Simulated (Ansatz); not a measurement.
**Run report: Mg$_{3}$S$_{2}$, single-point calculation**

- system: Mg$_{3}$S$_{2}$ (P-3m1, 5 atoms in the cell)
- method: DFT PBE, scalar-relativistic, plane waves, PAW, no spin polarisation (Ansatz 0.2.0)

The structure was built on a prototype by a generator; it need not be a known phase. It belongs to a series of runs on one base structure; here: anti-A-type sesquioxide type (P-3m1, No. 164). Figures and captions count atoms from 1; the log counts them from 0 in places.

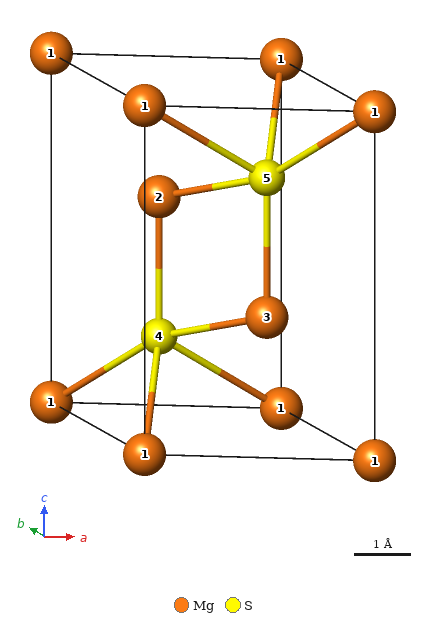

The input geometry (ball-and-stick view of the cell of the calculation, seen slightly off an axis; atoms are numbered from 1 in the order of the input). Near neighbours in the crystal (not all of them lie inside the picture): Mg has 6 S at 2.87 Å; Mg has 4 S at 2.50 to 2.58 Å; S has 7 Mg at 2.50 to 2.87 Å.

## The input
```yaml
crystal:
  lattice:
    - [4.1437779525, 0.0, 0.0]
    - [-2.0718889762, 3.5886169745, 0.0]
    - [0.0, 0.0, 6.4470453931]
  atoms:
    - { symbol: Mg, position: [0.0, 0.0, 0.0] }
    - { symbol: Mg, position: [0.3333333333, 0.6666666667, 0.645] }
    - { symbol: Mg, position: [0.6666666667, 0.3333333333, 0.355] }
    - { symbol: S, position: [0.3333333333, 0.6666666667, 0.245] }
    - { symbol: S, position: [0.6666666667, 0.3333333333, 0.755] }
basis:
  ecutwfc: 420
kpoints:
  mp_grid: { grid: [6, 6, 4] }
hamiltonian:
  xc: pbe
scf:
  occupations: { method: gaussian, width: 0.1 }
  lower_state_search: "off"
output:
  forces: true
  stress: true
  eigenvalues: true
```

Launched with:
```bash
ansatz run input.yaml --threads 1 --pin off --max-ram 2560MiB --backend cpu --events-out ev --progress --plain --runs-dir out
```

## The program's output
```
Engine: ansatz 0.2.0, x86_64-unknown-linux-gnu
Pseudopotentials: kind: paw
Pseudopotential: Mg, paw, valence charge 10, recommended cutoff 420 eV (normal), Mg.paw.azcp
Pseudopotential: S, paw, valence charge 6, recommended cutoff 420 eV (normal), S.paw.azcp
Functional definition: PBE
  parameter kappa = 0.804
  parameter beta = 0.06672455060314922
  exchange = pbe_x(kappa = kappa, mu = beta*pi^2/3)
  correlation = pbe_c(beta = beta)
Crystal: 5 atoms, lattice volume = 95.870 Å³
Basis set: ecut = 420 eV, 1857 PW (Γ), exchange–correlation on 60×60×90 points (8 copies of the dense FFT grid, shifted against one another)
Bands: 26, of which v1, the nominal top of the filled ones, is band 21 counted from 1 (20 counted from 0)
Symmetry: 12 space group operations
Space group: P-3m1 (ITA 164), of the structure as read, at distance tolerance 4.6e-5 Å
k-points: 24 of 144
Non-local potential: Mg, projectors of the file, l = 0: 3, l = 1: 2, l = 2: 1
Non-local potential: S, projectors of the file, l = 0: 2, l = 1: 2, l = 2: 2
PAW form: soft (Blöchl's): semilocal exchange-correlation on the pseudo side does not see the compensation charge
PAW one-centre angular grid: Mg, 110 points (default); XC on 64 Gauss nodes
PAW one-centre angular grid: S, 110 points (default); XC on 64 Gauss nodes
Initial density: superposition of atomic densities (neutral atoms: chi_scale 0, normalization atom), corrected by the library's trained network
Initial wavefunctions: pseudopotential atomic-orbital guess
Functional: x = pbe(κ = 0.804, μ = 0.2195149727645171), c = pbe(β = 0.06672455060314922)
SCF iter   1: F=—  HF=-7578.377316 eV  |F-HF|=—  |Δ(HF+E_count)|=         —  Δρ=3.35e-3  dr2=2.33e-2  ethr=1.77e-3  ⟨swp⟩=6.6  Hψ=2725  notcnv=0
preconditioner: auto → Kerker (q_TF=auto, 2.378 Å⁻¹)  [metal: Δε(μ)=0.085 eV  Ē_g=9.026 eV  σ=0.100 eV  W_gap=0.43  n_scr=22 (ndim 8)  ℏωp=16.1 eV  f_vac=0.000  D(μ)=3.81/eV (n_scr^D=34)]
SCF iter   2: F=—  HF=-7578.373758 eV  |F-HF|=—  |Δ(HF+E_count)|=   3.56e-3  Δρ=2.38e-3  dr2=1.15e-2  ethr=5.54e-5  ⟨swp⟩=1.4  Hψ=830  notcnv=0
SCF iter   3: F=—  HF=-7578.371601 eV  |F-HF|=—  |Δ(HF+E_count)|=   2.16e-3  Δρ=5.55e-4  dr2=6.11e-4  ethr=2.75e-5  ⟨swp⟩=2.0  Hψ=674  notcnv=0
SCF iter   4: F=—  HF=-7578.371446 eV  |F-HF|=—  |Δ(HF+E_count)|=   1.55e-4  Δρ=1.45e-4  dr2=2.66e-5  ethr=1.45e-6  ⟨swp⟩=2.1  Hψ=908  notcnv=0
SCF iter   5: F=—  HF=-7578.371578 eV  |F-HF|=—  |Δ(HF+E_count)|=   1.32e-4  Δρ=4.31e-5  dr2=6.62e-6  ethr=6.34e-8  ⟨swp⟩=2.0  Hψ=1077  notcnv=0
SCF iter   6: F=—  HF=-7578.371577 eV  |F-HF|=—  |Δ(HF+E_count)|=   4.88e-7  Δρ=1.70e-5  dr2=9.79e-7  ethr=1.58e-8  ⟨swp⟩=1.9  Hψ=645  notcnv=0
SCF iter   7: F=-7578.371577 eV  HF=-7578.371577 eV  |F-HF|=2.14e-8  |Δ(HF+E_count)|=   1.85e-7  Δρ=4.89e-6  dr2=4.39e-8  ethr=2.38e-10  ⟨swp⟩=4.2  Hψ=2736  notcnv=0
SCF 1 converged in 7 iterations: F = -7578.371577 eV  dr2 = 4.39e-8
  greatest PAW one-centre occupation: 1.000 electrons in one spin orbital (limit 2), on the Mg atom at site 2 (counted from 0), in its partial waves of l = 0
```

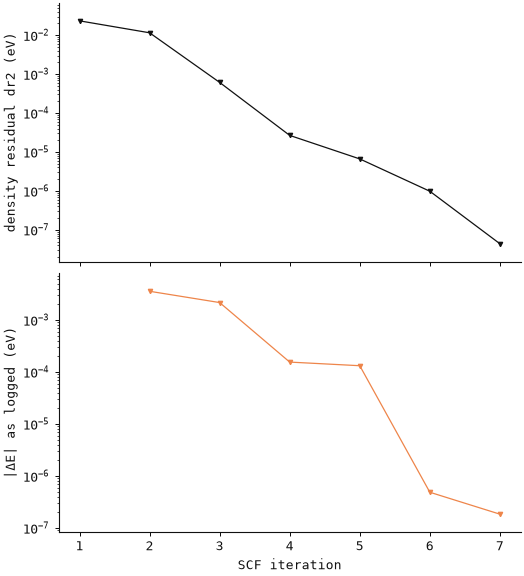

Convergence of the self-consistent field: density residual dr2 and size of the energy change against the SCF iteration. The residual falls at every step.

```
SCF converged after 7 iterations
Free energy (F): -7578.371577 eV
Harris-Foulkes:  -7578.371577 eV  (|F-HF|=2.14e-8)
Internal energy: -7578.351558 eV  (E = F + TS)
E sigma→0 (E₀):  -7578.361568 eV
Entropy (-TS):   -0.020019 eV (-4.004 meV/atom)
Fermi energy:    8.555391 eV
--- Per-component energies (eV) ---
  E_band       = -1028.448241
  E_kinetic    = 444.673869
  E_local      = -5077.888008  (includes V_loc(G=0)·N_el)
  E_nonlocal   = 345.617022
  E_hartree    = 1822.267719
  E_xc         = -283.223706
  E_vxc        = -289.906875  (∫ρ·V_xc dr)
  E_paw        = -2078.628395  (= ΣΔE_a)
  E_vpaw       = -95.477742  (= ΣTr[D̂ρ^β])
  E_aug_tail   = -0.000002  (compensation charges beyond the density's cutoff)
  E_ewald      = -2751.170057
  E_smearing   = -0.020019  (= −TS)
  E_closure    = -0.000000  (closes the sum)
  Σ components = -7578.371577   (vs F -7578.371577, Δ=0.00e0)
--- Forces (eV/Å), atoms counted from 1 ---
  atom   1  Mg    -0.00000000     0.00000000     0.00000000
  atom   2  Mg    -0.00000000     0.00000000     0.07563741
  atom   3  Mg     0.00000000    -0.00000000    -0.07563741
  atom   4  S     -0.00000000    -0.00000000    -0.10220249
  atom   5  S      0.00000000     0.00000000     0.10220249
  max |Σ_I F_I| component: 9.25e-18 eV/Å
--- Stress (GPa, compression-positive) ---
        5.676264       0.000000       0.000000
        0.000000       5.676264       0.000000
        0.000000       0.000000       6.259203
  P = ⅓ Tr σ = 5.8706 GPa (58.706 kbar)
--- Band table (eV; the first three rows and the last of 24) ---
  k-point 0: bands = ["-68.8645", "-68.8615", "-68.6458", "-35.6371", "-35.6233", "-35.6194", "-35.6194", "-35.6082", "-35.6082", "-35.4109", "-35.4024", "-35.4024", "-6.9655", "-6.1924", "0.9901", "3.6419", "3.6419", "4.1000", "4.1000", "4.5045", "6.4730", "8.0197", "10.7767", "10.7767", "11.8116", "11.8116"]
  k-point 1: bands = ["-68.8645", "-68.8615", "-68.6458", "-35.6371", "-35.6233", "-35.6194", "-35.6194", "-35.6082", "-35.6082", "-35.4109", "-35.4024", "-35.4024", "-6.8680", "-6.3232", "1.3567", "3.6177", "3.7044", "3.7044", "4.0308", "4.0308", "7.2760", "8.1283", "10.6664", "10.6664", "11.4312", "11.4677"]
  k-point 2: bands = ["-68.8645", "-68.8615", "-68.6458", "-35.6371", "-35.6232", "-35.6194", "-35.6194", "-35.6082", "-35.6082", "-35.4109", "-35.4024", "-35.4024", "-6.6414", "-6.5823", "2.2833", "2.3754", "3.8365", "3.8365", "3.8920", "3.8920", "8.0003", "8.1951", "10.6538", "10.6538", "10.9605", "11.1063"]
  k-point 23: bands = ["-68.8629", "-68.8629", "-68.6458", "-35.6341", "-35.6341", "-35.6223", "-35.6109", "-35.6109", "-35.6070", "-35.4108", "-35.4031", "-35.4031", "-6.1119", "-6.1119", "1.4480", "1.4480", "1.9515", "2.0596", "3.9087", "3.9087", "9.2190", "9.2190", "9.5892", "9.7169", "11.5848", "12.0214"]
```

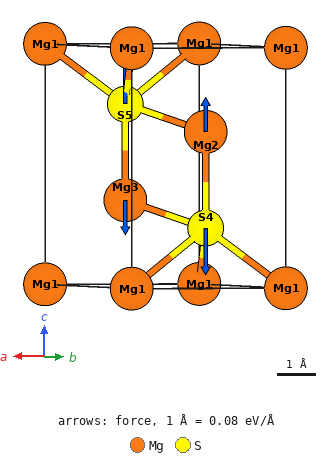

Forces on the atoms as blue arrows (ball-and-stick view of the cell of the calculation, seen at an oblique angle; atoms are numbered from 1 in the order of the input). The largest act on S4, S5 (0.10 eV/Å); Mg2, Mg3 (0.08 eV/Å). The geometry is not a stationary point of this energy.

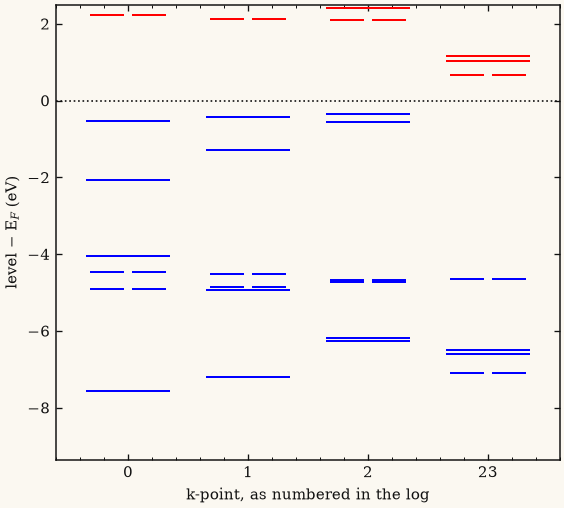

Kohn–Sham levels near the Fermi level (dotted) at the few k-points that the log prints; levels within 0.02 eV of each other stand side by side. The system is metallic on the full mesh.

## Results in brief

- outcome: converged
- space group (tolerance 0.01 Å): P-3m1 (164)
- electrons treated: 42
- free energy: −7578.3716 eV
- Fermi energy: 8.555 eV
- gap on the k-point mesh: none (metallic)
- pressure: 5.87 GPa
- largest force (length of the vector): 0.102 eV/Å
- hardware: 1 thread of Intel Xeon @ 2.50GHz (Skylake/Cascade Lake), 192 GiB of memory available, shared host
- wall time: 3.9 s
- peak memory: 0.41 GiB

## Notes

The cell is under a pressure of 5.9 GPa at this level, so it is not at its equilibrium volume.
